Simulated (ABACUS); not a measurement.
# Band-structure run of BeS (part 1 of 2)

System: BeS (F-43m, 2 atoms in the cell).
Method: Kohn-Sham DFT of a periodic cell, PBEsol, PseudoDojo NC SR 0.5 PBE standard, no spin polarisation (ABACUS 3.10.1).

The structure derives from an entry of the Crystallography Open Database.

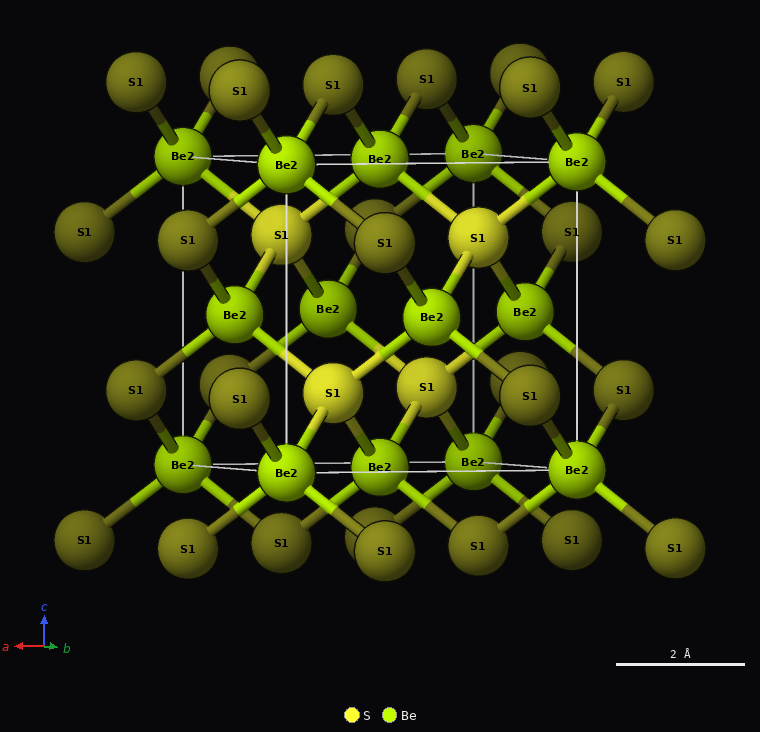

Fig. 1: The structure (ball-and-stick view of the cell 4 times as large as that of the calculation, set on its symmetry axes, seen at an oblique angle; neighbours outside the cell are drawn fainter; atoms are numbered from 1 in the order of the input). An atom can appear more than once, as a periodic image. Near neighbours in the periodic cell (some may lie outside the picture): S has 4 Be at 2.10 Å; Be has 4 S at 2.10 Å.

Input:
```
INPUT_PARAMETERS
suffix              BeS
calculation         scf
basis_type          pw
pseudo_dir          ./
symmetry            1
dft_functional      pbesol
ecutwfc             89
pseudo_rcut         7
nspin               1
nbands              15
ks_solver           dav
smearing_method     fd
smearing_sigma      0.00367493
scf_thr             1e-08
scf_nmax            100
mixing_type         broyden
mixing_beta         0.7
cal_force           1
cal_stress          1
out_chg             1
kpar                4
```

File STRU:
```
ATOMIC_SPECIES
S 32.0600 S.upf
Be 9.0122 Be.upf

LATTICE_CONSTANT
1.8897261246

LATTICE_VECTORS
0.0000000000 2.4250000000 2.4250000000
2.4250000000 0.0000000000 2.4250000000
2.4250000000 2.4250000000 0.0000000000

ATOMIC_POSITIONS
Cartesian

S
0.0
1
3.6375000000 3.6375000000 3.6375000000 1 1 1

Be
0.0
1
0.0000000000 0.0000000000 0.0000000000 1 1 1
```

File KPT:
```
K_POINTS
0
Gamma
7 7 7 0 0 0
```

Hardware: 4 threads of Intel Xeon (Granite Rapids), 32 GiB of memory available, shared host.

Run as:
```bash
OMP_NUM_THREADS=1 mpirun -np 4 abacus > log
```

Output:
```
ABACUS v3.10.1

               Atomic-orbital Based Ab-initio Computation at UStc

 ------------------------------------------------------------------------------------

 READING GENERAL INFORMATION
                           global_out_dir = OUT.BeS/
                           global_in_card = INPUT
                               pseudo_dir = ./
                              orbital_dir =
                                    DSIZE = 4
                                    GSIZE = 1

 READING UNITCELL INFORMATION
                                    ntype = 2
                  lattice constant (Bohr) = 1.88973
              lattice constant (Angstrom) = 1

 READING ATOM TYPE 1
                               atom label = S
                      L=0, number of zeta = 1
                      L=1, number of zeta = 1
                      L=2, number of zeta = 1
             number of atom for this type = 1

 READING ATOM TYPE 2
                               atom label = Be
                      L=0, number of zeta = 1
                      L=1, number of zeta = 1
                      L=2, number of zeta = 1
             number of atom for this type = 1

                        TOTAL ATOM NUMBER = 2
CARTESIAN COORDINATES ( UNIT =       1.889726124600 Bohr ).
    atom                   x                   y                   z     mag                  vx                  vy                  vz
tauc_S1            3.6375000000        3.6375000000        3.6375000000  0.0000        0.0000000000        0.0000000000        0.0000000000
tauc_Be1            0.0000000000        0.0000000000        0.0000000000  0.0000        0.0000000000        0.0000000000        0.0000000000

                          Volume (Bohr^3) = 192.469
                             Volume (A^3) = 28.521

 Lattice vectors: (Cartesian coordinate: in unit of a_0)
                   +0              +2.425              +2.425
               +2.425                  +0              +2.425
               +2.425              +2.425                  +0
 Reciprocal vectors: (Cartesian coordinate: in unit of 2 pi/a_0)
            -0.206186           +0.206186           +0.206186
            +0.206186           -0.206186           +0.206186
            +0.206186           +0.206186           -0.206186
 The esolver type has been set to : ksdft_pw

                PAO radial cut off (Bohr) = 7

 Read in pseudopotential file is S.upf
                     pseudopotential type = NC
          exchange-correlation functional = PBE
                 nonlocal core correction = 1
                        valence electrons = 6
                                     lmax = 2
                           number of zeta = 2
                     number of projectors = 6
                           L of projector = 0
                           L of projector = 0
                           L of projector = 1
                           L of projector = 1
                           L of projector = 2
                           L of projector = 2
 XC functional updated to : pbesol
          exchange-correlation functional = PBESOL
                PAO radial cut off (Bohr) = 7

 Read in pseudopotential file is Be.upf
                     pseudopotential type = NC
          exchange-correlation functional = PBE
                 nonlocal core correction = 0
                        valence electrons = 4
                                     lmax = 1
                           number of zeta = 2
                     number of projectors = 4
                           L of projector = 0
                           L of projector = 0
                           L of projector = 1
                           L of projector = 1
 XC functional updated to : pbesol
          exchange-correlation functional = PBESOL
     initial pseudo atomic orbital number = 6

 SETUP THE ELECTRONS NUMBER
             electron number of element S = 6
       total electron number of element S = 6
            electron number of element Be = 4
      total electron number of element Be = 4
            AUTOSET number of electrons:  = 10
                           occupied bands = 5
                                   NBANDS = 15
                                   NLOCAL = 18

%%%%%%%%%%%%%%%%%%%%%%%%%%%%%%%%%%%%%%%%%%%%%%%%%%%%%%%%%%%%%%%%%%%%%%%%%%%%%%%%%%%%%%%%%%%%%%%%%%%%%%%%%%
 Warning: the number of valence electrons in pseudopotential > 2 for Be: [He] 2s2
 Pseudopotentials with additional electrons can yield (more) accurate outcomes, but may be less efficient.
 If you're confident that your chosen pseudopotential is appropriate, you can safely ignore this warning.
%%%%%%%%%%%%%%%%%%%%%%%%%%%%%%%%%%%%%%%%%%%%%%%%%%%%%%%%%%%%%%%%%%%%%%%%%%%%%%%%%%%%%%%%%%%%%%%%%%%%%%%%%%

 SETUP THE PLANE WAVE BASIS
 energy cutoff for charge/potential (unit:Ry) = 356
            fft grid for charge/potential = [ 40, 40, 40 ]
                        fft grid division = [ 1, 1, 1 ]
        big fft grid for charge/potential = [ 40, 40, 40 ]
                                     nbxx = 64000
                                     nrxx = 64000

 SETUP PLANE WAVES FOR CHARGE/POTENTIAL
                    number of plane waves = 22075
                         number of sticks = 1039

 PARALLEL PW FOR CHARGE/POTENTIAL
     PROC   COLUMNS(POT)             PW
        1           1039          22075
 --------------- sum -------------------
        1           1039          22075
                            number of |g| = 255
                                  max |g| = 32.1394
                                  min |g| = 0

----------- Double Check Mixing Parameters Begin ------------
mixing_type: broyden
mixing_beta: 0.7
mixing_gg0: 1
mixing_gg0_min: 0.1
mixing_ndim: 8
----------- Double Check Mixing Parameters End ------------

 LATTICE VECTORS: (CARTESIAN COORDINATE: IN UNIT OF A0)
                   +0              +2.425              +2.425
               +2.425                  +0              +2.425
               +2.425              +2.425                  +0
                       right hand lattice = 1
                                   NORM_A = 3.42947
                                   NORM_B = 3.42947
                                   NORM_C = 3.42947
                           ALPHA (DEGREE) = 60
                           BETA  (DEGREE) = 60
                           GAMMA (DEGREE) = 60

 The lattice vectors have been changed (STRU_SIMPLE.cif)

(for optimal symmetric configuration:)
                             BRAVAIS TYPE = 3
                     BRAVAIS LATTICE NAME = 03. Cubic F (face-centered)
                                    ibrav = 3
                                    IBRAV = 3
                                  BRAVAIS = FACE CENTERED CUBIC
                       LATTICE CONSTANT A = 4.85
Original cell was already a primitive cell.
                        ROTATION MATRICES = 48
              PURE POINT GROUP OPERATIONS = 24
                   SPACE GROUP OPERATIONS = 24
                                       C2 = 3
                                       C3 = 8
                                       C4 = 0
                                       C6 = 0
                                       S1 = 6
                                       S3 = 0
                                       S4 = 6
                                       S6 = 0
                              POINT GROUP = T_d
                                       C2 = 3
                                       C3 = 8
                                       C4 = 0
                                       C6 = 0
                                       S1 = 6
                                       S3 = 0
                                       S4 = 6
                                       S6 = 0
               POINT GROUP IN SPACE GROUP = T_d

 SETUP K-POINTS
                                    nspin = 1
                   Input type of k points = Monkhorst-Pack(Gamma)
                                   nkstot = 343
                       right hand lattice = 1
(for reciprocal lattice: )
                             BRAVAIS TYPE = 2
                     BRAVAIS LATTICE NAME = 02. Cubic I (body-centered)
                                    ibrav = 2
                       right hand lattice = 1
(for k-lattice: )
                             BRAVAIS TYPE = 2
                     BRAVAIS LATTICE NAME = 02. Cubic I (body-centered)
                                    ibrav = 2
                       right hand lattice = 1
                        ROTATION MATRICES = 48
                               nkstot_ibz = 20
K-POINTS REDUCTION ACCORDING TO SYMMETRY
     IBZ    DIRECT_X    DIRECT_Y    DIRECT_Z  WEIGHT  ibz2bz
       1  0.00000000  0.00000000  0.00000000  0.0029       0
       2  0.14285714  0.14285714  0.14285714  0.0233       1
       3  0.28571429  0.28571429  0.28571429  0.0233       2
       4  0.42857143  0.42857143  0.42857143  0.0233       3
       5  0.14285714  0.14285714  0.00000000  0.0175       8
       6  0.28571429  0.14285714  0.28571429  0.0700       9
       7  0.42857143  0.28571429  0.42857143  0.0700      10
       8 -0.42857143  0.42857143  0.42857143  0.0700      11
       9  0.42857143  0.28571429  0.28571429  0.0700      12
      10  0.28571429  0.14285714  0.14285714  0.0350      13
      11  0.28571429  0.28571429  0.00000000  0.0175      16
      12  0.42857143  0.42857143  0.14285714  0.0700      17
      13 -0.28571429  0.42857143  0.42857143  0.0700      18
      14 -0.42857143  0.28571429  0.28571429  0.0350      19
      15  0.42857143  0.42857143  0.00000000  0.0175      24
      16 -0.14285714  0.42857143  0.42857143  0.0350      25
      17  0.42857143  0.28571429  0.14285714  0.0700      66
      18 -0.42857143  0.42857143  0.28571429  0.1399      67
      19 -0.42857143  0.42857143  0.14285714  0.0700      74
      20 -0.28571429  0.42857143  0.28571429  0.0700      75

                               nkstot now = 20
[... K-POINTS DIRECT COORDINATES: 20 rows ...]
```
